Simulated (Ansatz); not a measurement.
## NbInO4 (P2/c): how G0W0 depends on its starting point

How much of the starting functional survives in the G0W0 gap of NbInO4 (P2/c)?

Program: Ansatz 0.2.0. Level of theory: G0W0 on several functionals, plane waves, PAW. Results are calculated unless marked as measured.

In doubt: masses and optical values from hybrid runs of this build are listed as unsure (steps 3, 4), which bears on the screening that GW takes from such a start.

## (1) Starting point

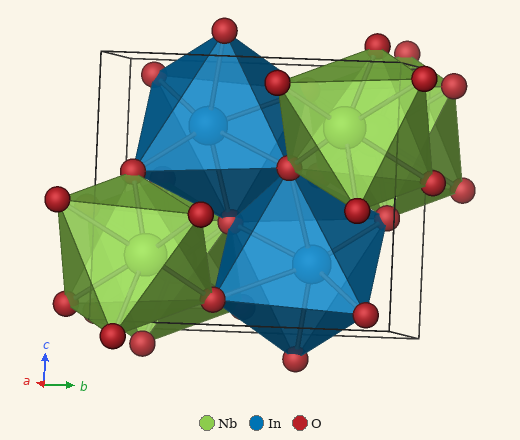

Start, viewed slightly off an axis; niobium green, indium blue, oxygen red. Some periodic images of atoms are drawn too.

The cell and positions come from the Crystallography Open Database and are kept as given unless a step says otherwise. The default PAW set here is soft_2. Its files were made with PBE.

## (2) G0W0 on r2SCAN

G0W0 replaces the xc potential by the self-energy, built once from these orbitals. Only a window of levels is corrected, while the sums run over the empty bands that the input names.

This step: G0W0 on r2SCAN, plane waves, PAW.

input.yaml

```yaml
crystal:
  lattice:
    - [4.8355, 0.0, 0.0]
    - [0.0, 5.7709, 0.0]
    - [-0.1014445258, 0.0, 5.1429996119]
  atoms:
    - { symbol: Nb, position: [0.0, 0.1779, 0.25] }
    - { symbol: Nb, position: [0.0, 0.8221, 0.75] }
    - { symbol: In, position: [0.5, 0.6825, 0.25] }
    - { symbol: In, position: [0.5, 0.3175, 0.75] }
    - { symbol: O, position: [0.26, 0.618, 0.901] }
    - { symbol: O, position: [0.74, 0.618, 0.599] }
    - { symbol: O, position: [0.74, 0.382, 0.099] }
    - { symbol: O, position: [0.26, 0.382, 0.401] }
    - { symbol: O, position: [0.217, 0.898, 0.438] }
    - { symbol: O, position: [0.783, 0.898, 0.062] }
    - { symbol: O, position: [0.783, 0.102, 0.562] }
    - { symbol: O, position: [0.217, 0.102, 0.938] }
kpoints:
  mp_grid: { grid: [4, 2, 4] }
hamiltonian:
  xc: r2scan
scf:
  occupations: { method: fixed }
gw:
  n_empty_bands: 306
  ecut_chi: 96
  qp_bands: [v4, c4]
  qp_kpoints: band_edges
  screening: { model: contour_deformation }
```

Started as:

```bash
$ ansatz run input.yaml --threads 24 --pin off --max-ram 82944MiB --backend cuda --events-out ev --progress --plain --runs-dir out --devices 1 --max-vram 78GiB
```

Numbers of over 12 decimals in the logs are rounded to 6 here.

Output:

```text
GPUs: using 1 of 1 available (devices: 1).
Engine: ansatz 0.2.0, aarch64-unknown-linux-gnu
Pseudopotentials: kind: paw
Pseudopotential: Nb, paw, valence charge 13, recommended cutoff 500 eV (meta_gga), Nb.paw.azcp
Pseudopotential: In, paw, valence charge 13, recommended cutoff 500 eV (meta_gga), In.paw.azcp
Pseudopotential: O, paw, valence charge 6, recommended cutoff 500 eV (meta_gga), O.paw.azcp
Functional definition: r2SCAN
  parameter k0 = 0.174
  parameter k1 = 0.065
  parameter a1 = 4.9479
  exchange = r2scan_x(k0 = k0, k1 = k1, a1 = a1)
  correlation = r2scan_c
[...]
Crystal: 12 atoms, lattice volume = 143.516 Å³
Basis set: ecut = 500 eV, 3649 PW (Γ), exchange–correlation on 144×180×160 points (64 copies of the dense FFT grid, shifted against one another)
Bands: 62, of which v1, the nominal top of the filled ones, is band 50 counted from 1 (49 counted from 0)
Symmetry: 4 space group operations
Space group: P2/c (ITA 13), of the structure as read, at distance tolerance 5.2e-5 Å
k-points: 20 of 32
Non-local potential: Nb, projectors of the file, l = 0: 3, l = 1: 2, l = 2: 2, l = 3: 1
Non-local potential: In, projectors of the file, l = 0: 2, l = 1: 2, l = 2: 2, l = 3: 2
Non-local potential: O, projectors of the file, l = 0: 2, l = 1: 2, l = 2: 1
PAW form: soft (Blöchl's): semilocal exchange-correlation on the pseudo side does not see the compensation charge
PAW frozen core: Nb, regenerated for the run's functional (the file was generated under x = pbe(κ = 0.804, μ = 0.219515), c = pbe(β = 0.066725))
PAW frozen core: In, regenerated for the run's functional (the file was generated under x = pbe(κ = 0.804, μ = 0.219515), c = pbe(β = 0.066725))
PAW frozen core: O, regenerated for the run's functional (the file was generated under x = pbe(κ = 0.804, μ = 0.219515), c = pbe(β = 0.066725))
PAW one-centre angular grid: Nb, 590 points (default); XC on 160 Gauss nodes
PAW one-centre angular grid: In, 590 points (default); XC on 289 of its mesh's 2783 points in the sphere
PAW one-centre angular grid: O, 302 points (default); XC on 160 Gauss nodes
Initial density: superposition of atomic densities (neutral atoms: chi_scale 0, normalization atom), corrected by the library's trained network
Initial wavefunctions: pseudopotential atomic-orbital guess
[...]
Functional: x = r2scan, c = r2scan; τ floored in thin density (d = 2e-4 eV/Å³)
SCF iter   1: F=—  HF=-24908.806817 eV  |F-HF|=—  |Δ(HF+E_count)|=         —  Δρ=1.64e-2  dr2=5.11e-1  dr2_τ=7.18e-1  ethr=1.77e-3  ⟨swp⟩=5.0  Hψ=4270  notcnv=0  defer=192
preconditioner: auto → Resta (q_TF=auto, 2.569 Å⁻¹)  ε∞=5.0  [insulator: Δε(μ)=4.119 eV  Ē_g=14.251 eV  n_scr=38 (ndim 8)  ℏωp=28.4 eV  f_vac=0.026  ε∞_Penn≈5.0]
SCF iter   2: F=—  HF=-24908.858664 eV  |F-HF|=—  |Δ(HF+E_count)|=   5.18e-2  Δρ=7.29e-3  dr2=2.61e-2  dr2_τ=2.54e-2  ethr=5.11e-4  ⟨swp⟩=2.9  Hψ=2326  notcnv=0  defer=180
SCF iter   3: F=—  HF=-24908.859603 eV  |F-HF|=—  |Δ(HF+E_count)|=   9.40e-4  Δρ=3.34e-3  dr2=7.89e-3  dr2_τ=7.36e-4  ethr=2.61e-5  ⟨swp⟩=2.0  Hψ=1698  notcnv=0  defer=199
SCF iter   4: F=—  HF=-24908.859410 eV  |F-HF|=—  |Δ(HF+E_count)|=   1.94e-4  Δρ=6.76e-4  dr2=4.98e-4  dr2_τ=8.63e-5  ethr=7.89e-6  ⟨swp⟩=2.0  Hψ=1693  notcnv=0  defer=200
SCF iter   5: F=—  HF=-24908.859439 eV  |F-HF|=—  |Δ(HF+E_count)|=   2.99e-5  Δρ=2.81e-4  dr2=1.03e-4  dr2_τ=1.76e-5  ethr=4.98e-7  ⟨swp⟩=2.0  Hψ=1736  notcnv=0  defer=178
SCF iter   6: F=—  HF=-24908.859428 eV  |F-HF|=—  |Δ(HF+E_count)|=   1.16e-5  Δρ=7.97e-5  dr2=9.54e-6  dr2_τ=7.90e-7  ethr=1.03e-7  ⟨swp⟩=2.0  Hψ=1707  notcnv=0  defer=80
SCF iter   7: F=—  HF=-24908.859429 eV  |F-HF|=—  |Δ(HF+E_count)|=   1.17e-6  Δρ=1.86e-5  dr2=5.47e-7  dr2_τ=4.94e-8  ethr=9.54e-9  ⟨swp⟩=2.0  Hψ=1937  notcnv=0  defer=80
SCF iter   8: F=-24908.859429 eV  HF=-24908.859429 eV  |F-HF|=3.24e-9  |Δ(HF+E_count)|=   7.80e-8  Δρ=3.77e-6  dr2=2.90e-8  dr2_τ=2.19e-9  ethr=1.00e-10  ⟨swp⟩=10.0  Hψ=4192  notcnv=0
SCF 1 converged in 8 iterations: F = -24908.859429 eV  dr2 = 2.90e-8
  greatest PAW one-centre occupation: 1.001 electrons in one spin orbital (limit 2), on the Nb atom at site 1 (counted from 0), in its partial waves of l = 0
[...]
SCF converged after 8 iterations
[...]
12    54     13.4200   -14.0103    -4.9355   -20.1329  0.7796    14.6268    14.6071  root
    13    47      7.8361   -26.2676     4.5949   -21.5128  0.7574     7.6758     7.6762  root
    13    48      7.8931   -25.7060     4.5396   -21.0001  0.7556     7.7265     7.7269  root
    13    49      8.3510   -26.2471     4.6720   -21.4727  0.7554     8.2484     8.2485  root
    13    50      8.3690   -25.9545     4.7241   -21.1255  0.7524     8.2639     8.2641  root
    13    51     12.6407   -13.4107    -5.0139   -19.4763  0.7908    13.7062    13.6924  root
    13    52     12.7787   -12.9748    -4.7546   -18.7208  0.7983    13.7813    13.7701  root
    13    53     13.3852   -14.2877    -4.9473   -20.4176  0.7770    14.5880    14.5677  root
    13    54     13.4523   -14.3129    -4.9945   -20.5281  0.7774    14.6942    14.6729  root
    14    47      8.2300   -26.9752     4.4104   -22.4878  0.7660     8.1530     8.1531  root
    14    48      8.3335   -26.2994     4.6497   -21.5409  0.7559     8.2245     8.2247  root
    14    49      8.3373   -25.9014     4.8163   -20.9719  0.7501     8.2239     8.2242  root
    14    50      8.5814   -26.2400     4.8415   -21.2992  0.7526     8.4820     8.4822  root
    14    51     13.0143   -13.9070    -5.0900   -20.1425  0.7805    14.1782    14.1597  root
    14    52     13.0535   -13.9909    -4.9662   -20.1138  0.7829    14.2282    14.2101  root
    14    53     13.0591   -13.6851    -4.8136   -19.6341  0.7838    14.2113    14.1944  root
    14    54     13.5041   -14.2129    -5.1078   -20.5196  0.7742    14.7249    14.7030  root
    15    47      8.0952   -25.9181     4.7714   -20.9941  0.7507     7.9423     7.9426  root
    15    48      8.1320   -26.8697     4.4468   -22.3301  0.7654     8.0391     8.0392  root
    15    49      8.4778   -26.1110     4.8301   -21.1697  0.7516     8.3664     8.3666  root
    15    50      8.5244   -26.3218     4.6998   -21.5378  0.7553     8.4401     8.4403  root
    15    51     12.8429   -13.7007    -5.0539   -19.8680  0.7858    13.9726    13.9562  root
    15    52     13.0938   -13.3556    -4.9946   -19.4304  0.7846    14.1900    14.1740  root
    15    53     13.2632   -13.9279    -4.9858   -20.0626  0.7793    14.4308    14.4120  root
[...]
19    47      7.7804   -26.1481     4.7212   -21.2631  0.7561     7.6162     7.6166  root
    19    48      7.7804   -26.1481     4.7212   -21.2631  0.7561     7.6162     7.6166  root
    19    49      8.2941   -26.0032     4.7569   -21.1169  0.7525     8.1645     8.1648  root
    19    50      8.2941   -26.0032     4.7569   -21.1169  0.7525     8.1645     8.1648  root
    19    51     13.1251   -13.3582    -5.0504   -19.4919  0.7869    14.2241    14.2083  root
    19    52     13.1251   -13.3582    -5.0504   -19.4919  0.7869    14.2241    14.2083  root
    19    53     13.1590   -14.0158    -4.8698   -20.0007  0.7838    14.2910    14.2741  root
    19    54     13.1590   -14.0158    -4.8698   -20.0007  0.7838    14.2910    14.2741  root
```

It took 10 s on 1 × NVIDIA GB200 (shared by 2 runs) with 24 threads of Arm Neoverse V2, shared host; peak memory 2.7 GiB.

This step gave:

```
bands summed                                 : 356
RPA ε∞ on this mesh (eigenvalues)            : 4.447, 4.540, 4.792
plane waves in the screening matrix          : 295
q-points in the mesh                         : 32
G0W0 gap on the mesh                         : 4.905 eV
k of the valence top                         : 0.25, 0, -0.25
k of the conduction bottom                   : 0.25, 0, -0.5
starting gap on the mesh                     : 3.846 eV
Z at the valence top                         : 0.7562
Z at the conduction bottom                   : 0.7994
least direct G0W0 gap on the computed points : 5.012 eV
```

The gap on the mesh goes from 3.85 eV to 4.90 eV, a correction of +1.06 eV. Between the two edge states, bare exchange in place of the xc potential would open the gap by 10.37 eV, and correlation takes back 9.31 eV.

## (3) G0W0 on HSE06

The same correction from a different start measures what one shot leaves open.

This step: G0W0 on HSE06, plane waves, PAW.

Changes to input.yaml since step 2:

```diff
@@ -21,3 +21,3 @@
 hamiltonian:
-  xc: r2scan
+  xc: hse06
 scf:
```

Output:

```text
GPUs: using 1 of 1 available (devices: 1).
[...]
davidson cushion auto → on  (no smearing: the cushion is to keep the highest requested band from converging to the state above it; pin scf.eigensolver.cushion to override)
[...]
Crystal: 12 atoms, lattice volume = 143.516 Å³
Basis set: ecut = 420 eV, 2809 PW (Γ)
Bands: 62, of which v1, the nominal top of the filled ones, is band 50 counted from 1 (49 counted from 0)
[... 1 set-up line as in the run before ...]
[...]
k-points: 20 of 32
[...]
SCF iter   1: F=—  HF=-24846.571949 eV  |F-HF|=—  |Δ(HF+E_count)|=         —  Δρ=2.41e-3  dr2=2.81e-3  ethr=1.77e-3  ⟨swp⟩=5.9  Hψ=5806  notcnv=0
[...]
SCF iter   3: F=-24846.579349 eV  HF=-24846.579695 eV  |F-HF|=3.46e-4  |Δ(HF+E_count)|=   2.27e-4  Δρ=9.01e-4  dr2=9.47e-4  ethr=2.58e-6  ⟨swp⟩=3.3  Hψ=3252  notcnv=0
SCF 1 stopped early in 3 iterations: F = -24846.579349 eV  dr2 = 9.47e-4
[...]
Exchange kernel: α = 0.2500, screened, ω = 0.2079 Å⁻¹, Wigner–Seitz truncation, v(0) = 1017.3767 eV·Å³, q-mesh 4×2×4, nearest image of the exchange supercell L = 11.54 Å, pair-density grid 25×32×30, without the augmentation charges, whose exchange is taken in its separable form by FFT convolution over the k-point mesh (sized by the pseudopotential files, 36×40×36 at the most), smooth part of the exact exchange by density-matrix convolution in up to 3.85 GiB of GPU memory as planned if the GPU has room (build and FFT work areas not counted)
Frozen-core exchange: fock
[...]
hybrid outer 1: dexx = +5.911e-2 eV, tail = 1.45e-4 eV
[...]
SCF 3 converged in 4 iterations: F = -24857.257625 eV  dr2 = 5.70e-8
hybrid outer 2: dexx = +1.836e-6 eV, tail = 1.53e-7 eV, Δε = 4.10e-3 eV (about 1.72e-4 eV left of the loop's levels)
[...]
12    54     13.8267   -13.5940    -4.7207   -19.1920  0.8040    14.7116    14.7039  root
    13    47      7.0691   -26.2799     4.3135   -22.2352  0.7820     7.3371     7.3378  root
    13    48      7.1245   -25.7997     4.2756   -21.7816  0.7812     7.3813     7.3820  root
    13    49      7.6166   -26.0020     4.4608   -21.8504  0.7775     7.9249     7.9259  root
    13    50      7.6183   -26.2558     4.3876   -22.1716  0.7802     7.9209     7.9218  root
    13    51     13.0013   -12.9708    -4.8208   -18.5652  0.8137    13.7804    13.7749  root
    13    52     13.1278   -12.5586    -4.5822   -17.8744  0.8204    13.8659    13.8614  root
    13    53     13.7942   -13.8536    -4.7257   -19.4516  0.8021    14.6743    14.6665  root
[...]
19    51     13.5096   -13.0075    -4.7147   -18.5038  0.8131    14.2968    14.2912  root
    19    52     13.5096   -13.0075    -4.7147   -18.5038  0.8131    14.2968    14.2912  root
    19    53     13.5566   -13.4771    -4.8064   -19.1099  0.8053    14.3897    14.3829  root
    19    54     13.5566   -13.4771    -4.8064   -19.1099  0.8053    14.3897    14.3829  root
```

It took 31 s on 1 × NVIDIA GB200 (shared by 2 runs) with 24 threads; peak memory 2.6 GiB.

Numbers from this step:

* bands summed: 356
* RPA ε∞ on this mesh (eigenvalues): 3.902, 3.972, 4.173
* plane waves in the screening matrix: 295
* q-points in the mesh: 32
* G0W0 gap on the mesh: 5.311 eV
* k of the valence top: 0.25, 0, -0.25
* k of the conduction bottom: 0.25, 0, -0.5
* starting gap on the mesh: 4.899 eV
* Z at the valence top: 0.7809
* Z at the conduction bottom: 0.8215
* least direct G0W0 gap on the computed points: 5.417 eV

Against the run with 4×2×4 mesh, 306 empty bands, screening to 96 eV on r2SCAN, the gap moves by +0.41 eV, while the start moved by +1.05 eV.

## (4) G0W0 on PBE0

This step: G0W0 on PBE0, plane waves, PAW.

Changes to input.yaml since step 3:

```diff
@@ -21,3 +21,3 @@
 hamiltonian:
-  xc: hse06
+  xc: pbe0
 scf:
```

Output:

```text
GPUs: using 1 of 1 available (devices: 1).
[...]
Crystal: 12 atoms, lattice volume = 143.516 Å³
Basis set: ecut = 420 eV, 2809 PW (Γ)
Bands: 62, of which v1, the nominal top of the filled ones, is band 50 counted from 1 (49 counted from 0)
[... 1 set-up line as in the run before ...]
[...]
k-points: 20 of 32
[...]
13    51     13.3729   -12.9419    -4.6947   -18.1488  0.8244    13.8871    13.8851  root
    13    52     13.4953   -12.5297    -4.4653   -17.4667  0.8308    13.9686    13.9671  root
    13    53     14.1748   -13.8302    -4.5905   -19.0329  0.8139    14.7901    14.7869  root
[...]
19    51     13.8822   -12.9869    -4.5816   -18.0899  0.8241    14.4058    14.4037  root
    19    52     13.8822   -12.9869    -4.5816   -18.0899  0.8241    14.4058    14.4037  root
    19    53     13.9355   -13.4365    -4.6802   -18.6816  0.8168    14.5030    14.5003  root
    19    54     13.9355   -13.4365    -4.6802   -18.6816  0.8168    14.5030    14.5003  root
```

Run time: 30 s. Hardware: 1 × NVIDIA GB200 (shared by 2 runs) with 24 threads; peak memory 2.7 GiB.

This step gave:

* bands summed: 356
* RPA ε∞ on this mesh (eigenvalues): 3.684, 3.754, 3.934
* plane waves in the screening matrix: 295
* G0W0 gap on the mesh: 5.539 eV
* k of the valence top: 0.25, 0, -0.25
* k of the conduction bottom: 0.25, 0, -0.5
* starting gap on the mesh: 5.661 eV
* least direct G0W0 gap on the computed points: 5.649 eV

Against the run with 4×2×4 mesh, 306 empty bands, screening to 96 eV on HSE06, the gap moves by +0.23 eV, while the start moved by +0.76 eV.

## (5) The starts together

All on the 4×2×4 mesh with 306 empty bands and screening to 96 eV. Times are wall times on 1 × NVIDIA GB200 (shared by 2 runs) with 24 threads of Arm Neoverse V2, shared host, good to a factor of about two.

| start | starting gap (eV) | shift (eV) | G0W0 gap (eV) | RPA ε∞ (harmonic mean) | Z (valence, conduction) | time |
| --- | --- | --- | --- | --- | --- | --- |
| r2SCAN | 3.85 | +1.06 | 4.90 | 4.59 | 0.76, 0.80 | 10 s |
| HSE06 | 4.90 | +0.41 | 5.31 | 4.01 | 0.78, 0.82 | 31 s |
| PBE0 | 5.66 | −0.12 | 5.54 | 3.79 | 0.79, 0.83 | 30 s |

How the two edges are built up, in eV (the quasiparticle level is the starting level plus Σx plus Σc less Vxc):

| run | edge | start | Σx | Σc | Vxc | Z | QP |
| --- | --- | --- | --- | --- | --- | --- | --- |
| r2SCAN | valence top | 8.62 | -26.33 | 4.65 | -21.61 | 0.76 | 8.55 |
| r2SCAN | conduction bottom | 12.46 | -13.07 | -4.66 | -18.72 | 0.80 | 13.45 |
| HSE06 | valence top | 7.89 | -26.38 | 4.39 | -22.33 | 0.78 | 8.22 |
| HSE06 | conduction bottom | 12.78 | -12.64 | -4.50 | -17.89 | 0.82 | 13.53 |
| PBE0 | valence top | 7.49 | -26.39 | 4.26 | -22.74 | 0.79 | 8.09 |
| PBE0 | conduction bottom | 13.15 | -12.61 | -4.39 | -17.48 | 0.83 | 13.63 |

For a hybrid start, Vxc holds its share of exact exchange.

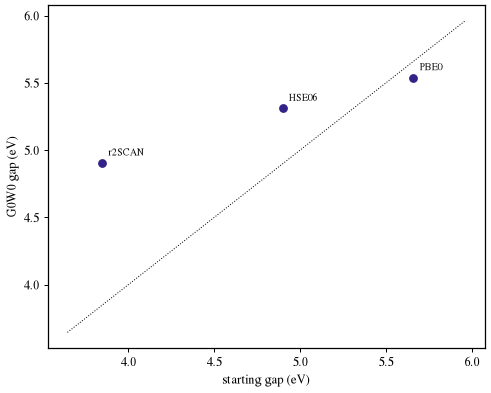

G0W0 gap against starting gap; on the dotted line the correction would vanish.

## (6) What came out

```json
{"G0W0@r2SCAN": "4.90 eV (start 3.85 eV)", "G0W0@HSE06": "5.31 eV (start 4.90 eV)", "G0W0@PBE0": "5.54 eV (start 5.66 eV)", "known limits": "not at the basis limit; no spin-orbit coupling; coarse k mesh"}
```

**Reading.** The starting gaps span 1.81 eV and the G0W0 gaps 0.63 eV. Between r2SCAN and PBE0, 0.63 eV of the 1.81 eV survives, 35 %. PBE0 screens less than r2SCAN (ε∞ 3.79 against 4.59). Of the 0.63 eV by which its G0W0 gap is higher, the correlation part gives +0.66 eV, and exchange with the one-particle terms, which follow the orbitals, −0.03 eV. On PBE0 the correction is negative: that start lies above its own G0W0 value. The smallest correction, −0.12 eV, is on PBE0, the start nearest to reproducing itself. Bands and cutoff are finite, so the gap is not at the basis limit. The miss can reach some tenths of an eV and take either sign; the mesh is an error of its own. The 4×2×4 mesh is coarse for this cell (its supercell is 12 Å along the shortest edge). The RPA ε∞ on it, from the r2SCAN start, is 4.45, 4.54 and 4.79; such meshes misread the long-range screening, most where the gap is narrow. The program warns that the mesh is coarse for exact exchange, which bears on the hybrid start's gap. The many-body steps are scalar-relativistic: spin-orbit coupling is not in them.

[Paths, hosts, dates, memory and timing lines, banners, echoed tables and standing remarks are left out of the program output.]

[Logs are printed without paths, hosts, clocks, repeated set-up lines and the standing remarks that a program may print on its own settings, such as how far it seeks lower states.]

[Runs of the session that timed out or met a known fault of the program may be left out.]

[Cells called generated may have been cut or substituted from an entry of the Crystallography Open Database or the Materials Project.]

[Hosts, paths, dates, database ids (printed as entryN), source tags and the programs' standing remarks are cut or masked in the printed files.]
